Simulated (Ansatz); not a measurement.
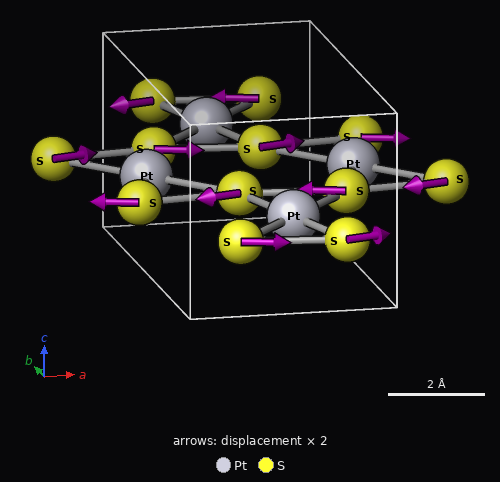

A relaxation of crystalline PtS2 (a generated structure, set up in Pbam) (coarse preliminary run). The starting structure is drawn; purple arrows show the displacements (the part carried along by the change of the cell is left out), magnified 2 times.

A ball-and-stick model of the cell of the calculation, seen slightly off an axis.

These are results of Ansatz, DFT PBE, scalar-relativistic, plane waves, PAW, not measurements. (plane-wave cutoff 420 eV; k-point mesh 4 × 2 × 4; occupations gaussian; smearing width 0.1 eV; no spin polarisation; cell and atoms relaxed; force threshold 0.04 eV/Å; at most 70 steps)

Q: Which element moves most?

A: Sulfur: up to 0.54 Å, against 0.00 Å for platinum.

Q: What happened in the run?

A: The energy falls by 348 meV per atom in 10 accepted moves (12 points after the start). The largest force component goes from 0.49 to 0.00098 eV/Å. The pressure goes from 3.78 to 0.07 GPa. The line search rejected the trial step at point 9 of the run. The SCF was repeated once at an unchanged geometry on a basis and grid sized afresh for the cell, which shifted the energy by 0.5 meV per atom at most. The largest moves relative to the cell, 0.54 Å, are those of S atoms. Pt stays in place. Cell: a 4.449 → 5.006 Å (+12.5 %), b 8.091 → 8.325 Å (+2.9 %), c 4.198 → 2.720 Å (−35.2 %). Volume −25.0 %. Near-neighbour distances that change, for instance: S–S 4.198 → 2.720 Å, Pt–Pt 4.198 → 2.720 Å, S–S 2.246 → 2.503 Å, Pt–S 2.275 → 2.430 Å. Among the angles between lasting bonds that change: Pt–S–Pt 156.8° → 179.6°, Pt–S–S 98.9° → 121.3°, Pt–S–S 137.9° → 120.7°. The space group stays Pbam (No. 55). The run took 73 s on 1 thread of Arm Neoverse V2, with other jobs on the host, peak memory 0.41 GiB.

Limits of the set-up: the k-point mesh is coarse for a cell with partly filled bands; layers or molecules are held without a dispersion correction, so their spacing is unreliable.
